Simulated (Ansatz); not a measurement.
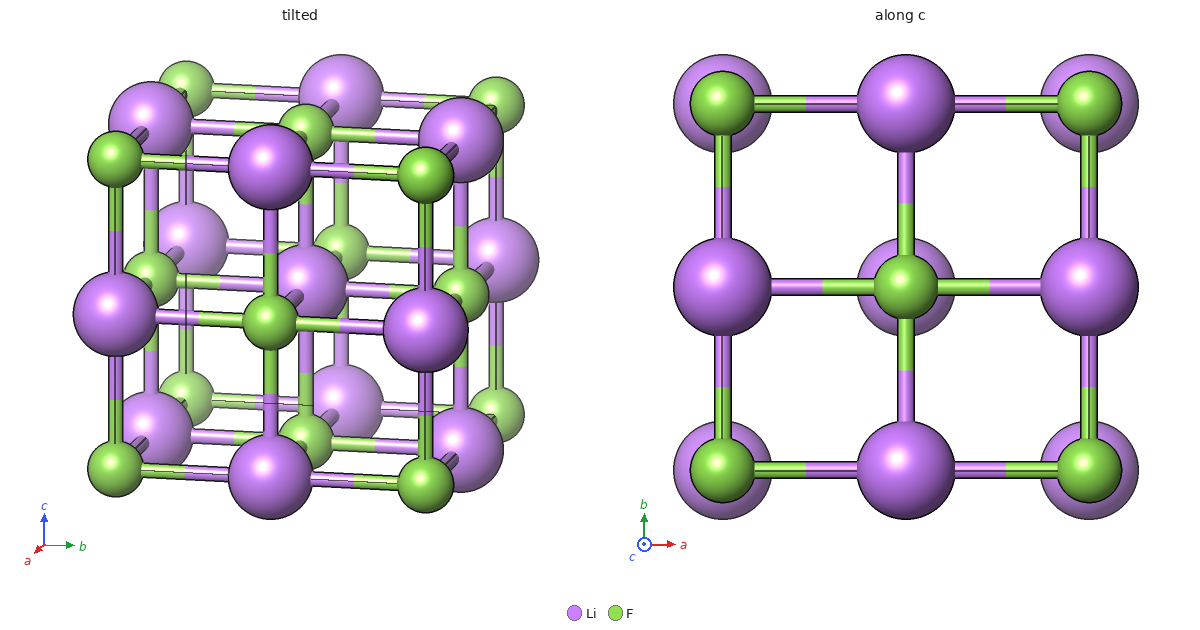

An orthographic ball-and-stick view of the structure, slightly off an axis and along the c axis. Atoms at the boundary of the conventional unit cell (the box) are drawn once for each face, edge or corner they touch. Cell: a = 4.07 Å, b = 4.07 Å, c = 4.07 Å, α = 90.00°, β = 90.00°, γ = 90.00°.

The cell started as a structure type filled with these elements by a generator (whether the compound takes this form wasn't checked). Earlier steps of the study may have refined or changed the cell and positions. An electronic-structure calculation with Ansatz was run on it.

### Describe the arrangement of the atoms.

The solid is LiF. Space group: Fm-3m (No. 225). Lattice: face-centred cubic. Among the common structure types it is rock salt (NaCl type). Atoms per cell: 8 (4 Li, 4 F). Each Li has six F in an octahedral arrangement at about 2.0 Å. Each F has six Li in an octahedral arrangement at about 2.0 Å. The bonds build a three-dimensional framework.

Setup: Ansatz, DFT PBE, scalar-relativistic, plane waves, PAW; E_cut = 420 eV, k-points about 0.27 Å⁻¹ apart, Gaussian smearing of 0.02 eV, no spin polarisation.

### How large a gap does the method give, if there is one?

An insulator at this level, with a gap of 8.82 eV, direct.

### What are the atomic charges by Bader's partition?

Li +0.90 e; F -0.90 e.

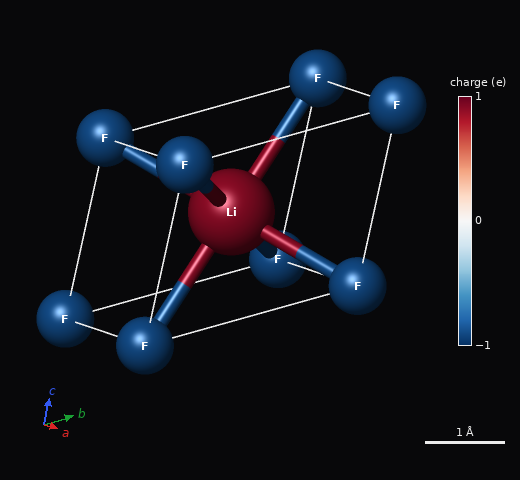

The atoms coloured by those charges. The run's cell of 2 atoms is drawn, so axes and origin can differ from the first picture.

### Is this an equilibrium geometry for the method given?

Yes. All forces vanish to within 0.01 eV/Å. The pressure is 0.0 GPa, close to zero.
